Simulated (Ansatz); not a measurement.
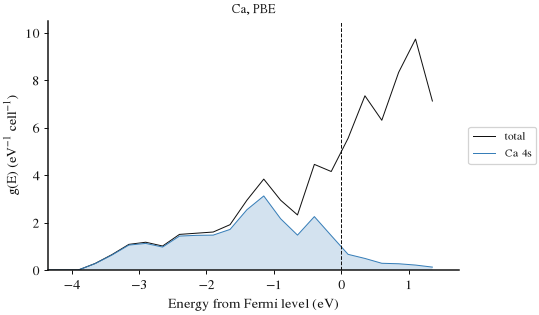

Source: calculation with Ansatz.

Density of states. Energies are counted from the Fermi level. The partial curves are projected on Löwdin-orthogonalised atomic shells; they sum to less than the total at higher energies, where shells without a projector contribute.

This input was run:

```
crystal:
  lattice:
    - [-3.117002, 5.995776, 2.888273]
    - [2.634908, -3.06158, 5.421835]
    - [2.570837, 2.779347, -0.109081]
  atoms:
    - { symbol: Ca, position: [0.992067, 0.008692, 0.105766] }
    - { symbol: Ca, position: [0.024112, 0.471847, 0.5557] }
    - { symbol: Ca, position: [0.535105, 0.80763, 0.714326] }
    - { symbol: Ca, position: [0.554084, 0.211319, 0.179503] }
kpoints:
  mp_grid: { grid: [3, 3, 5], shift: [0.5, 0.5, 0.5] }
magnetization:
  spin_polarized: false
scf:
  occupations: { method: fermi_dirac }
  lower_state_search: "off"
  max_iter: 200
hamiltonian:
  pseudopotentials: { kind: paw }
  xc: pbe
basis:
  ecutwfc: 420
  fft_grid_basis: typed
output:
  forces: true
  stress: true
  eigenvalues: true
  bader: true
  populations: true
  elf: true
  write_potential: true
  volumetric_format: npy
  dos:
    e_range: [-12, 8]
    de: 0.05
    projected: { site_lists: { Ca: [Ca] } }
checkpoint:
  read: saved_state
```

Question: Metal or insulator, and how many states lie at the Fermi level?

Answer: It is a metal. The density of states at the Fermi level is about 4.8 per eV and cell (mean within 0.25 eV), or 1.2 per atom.

The atoms aren't at rest in this cell (largest force 1.6 eV/Å), so the relaxed material can differ. The run has no spin polarisation, and a density of states this high at the Fermi level may favour a magnetic state.
